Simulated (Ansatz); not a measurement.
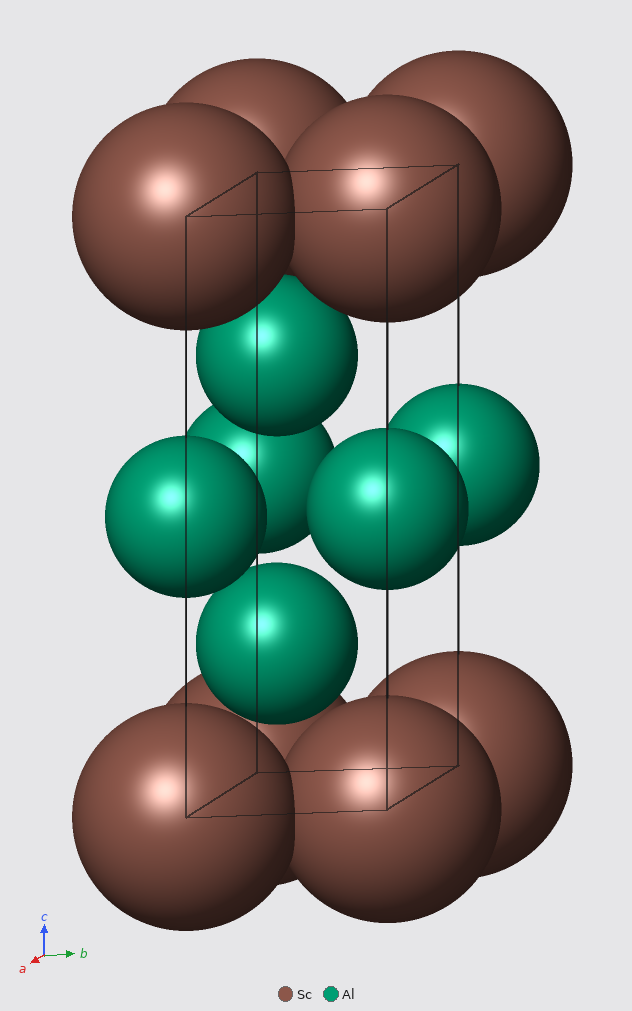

A space-filling rendering, viewed slightly off an axis. The frame is the conventional unit cell; atoms at its boundary are shown with their periodic copies. Cell: a = 3.05 Å, b = 3.05 Å, c = 9.21 Å, α = 90.00°, β = 90.00°, γ = 120.00°.

Origin of the cell: a structure type filled with these elements by a generator (whether the compound takes this form wasn't checked). Earlier steps of the study may have refined or changed the cell and positions. It was the input of a calculation with Ansatz.

> What is this?

The formula is ScAl₃. It is primitive hexagonal, space group P-6m2 (No. 187). It has 4 atoms to the cell (1 Sc, 3 Al). About every Sc there are six Sc and six Al in an anticuboctahedral arrangement (about 3.0 Å to Sc, 3.0 Å to Al). Al takes two kinds of site: 1b with six Al at about 2.8 Å; 2i with three Sc and three Al (about 3.0 Å to Sc, 2.8 Å to Al).

Theory: DFT PBE, scalar-relativistic, plane waves, PAW in Ansatz 0.2.0. Numerical settings: wavefunction cutoff 420 eV, 18×18×6 k-mesh, Gaussian smearing of 0.1 eV, no spin polarisation.

> What is the band gap, if any?

A metal: bands cross the Fermi level.

> What are the atomic charges by Bader's partition?

Sc +0.86 e; Al -0.35 to -0.16 e.

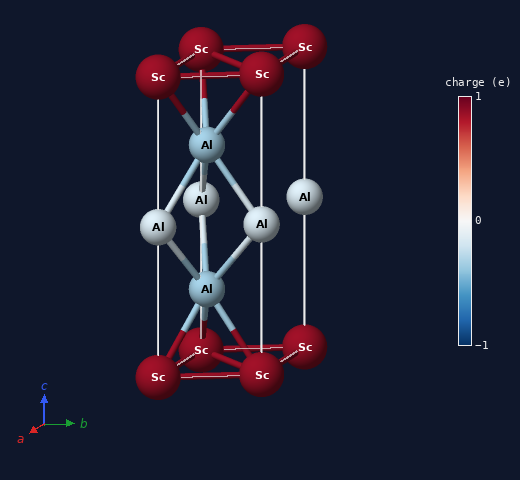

The atoms coloured by those charges. The run's cell of 4 atoms is drawn.

> Is the structure in equilibrium?

Yes. All forces vanish to within 0.01 eV/Å. The pressure is 0.0 GPa, close to zero.
